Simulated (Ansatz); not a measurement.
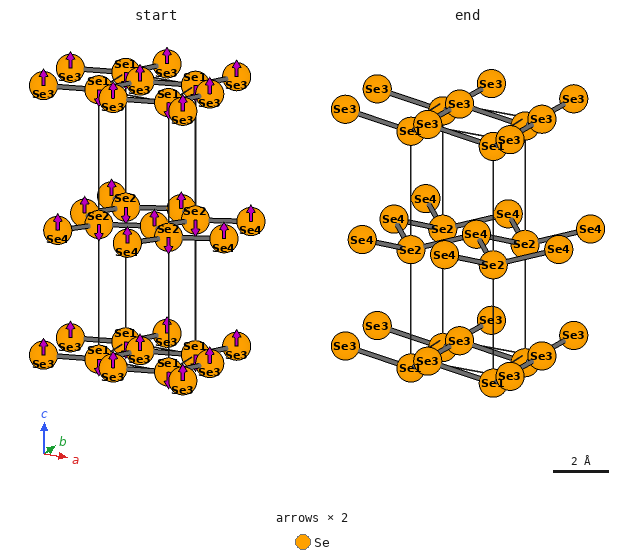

The structure of crystalline Se (built on the C_186 type) (coarse preliminary run) before (left) and after (right) a relaxation, at one scale. The purple arrows give the displacements (the part carried along by the change of the cell is left out), magnified 2 times.

A ball-and-stick model of the cell of the calculation, seen slightly off an axis.

Case: C type (P6_3mc, No. 186).

All numbers below come from Ansatz, DFT PBE, scalar-relativistic, plane waves, PAW. Set-up: plane-wave cutoff 420 eV; k-point mesh 6 × 6 × 2; occupations gaussian; smearing width 0.1 eV; no spin polarisation; cell and atoms relaxed; force threshold 0.04 eV/Å; at most 70 steps.

### Describe what moved and what it gained.

The largest moves relative to the cell, 0.32 Å, are those of Se1, Se2, Se3 and Se4. Se1 goes along −c. The drawn cell changes as follows: a = b 3.642 → 4.305 Å (+18.2 %), c 10.011 → 8.792 Å (−12.2 %); the volume changes by +22.8 %. Near-neighbour distances that change, for instance: Se1–Se3 2.103 → 2.581 Å. Bond angles that change, for instance: Se3–Se1–Se3 119.9° → 113.1°. The space group stays P6_3mc (No. 186). After 12 accepted moves (15 points after the start) the energy has fallen by 9.185 eV per cell of the calculation. Largest force component: 0.79 eV/Å at the start, 0.0017 eV/Å at the end. The pressure goes from 47.87 to −0.02 GPa. The line search rejected the trial step at point 11 of the run. At 2 points the geometry stayed and the basis and grid were re-selected for the new cell (energy shift of 20.5 meV per cell of the calculation at most each time). The run took roughly 30 core-seconds on a shared host.
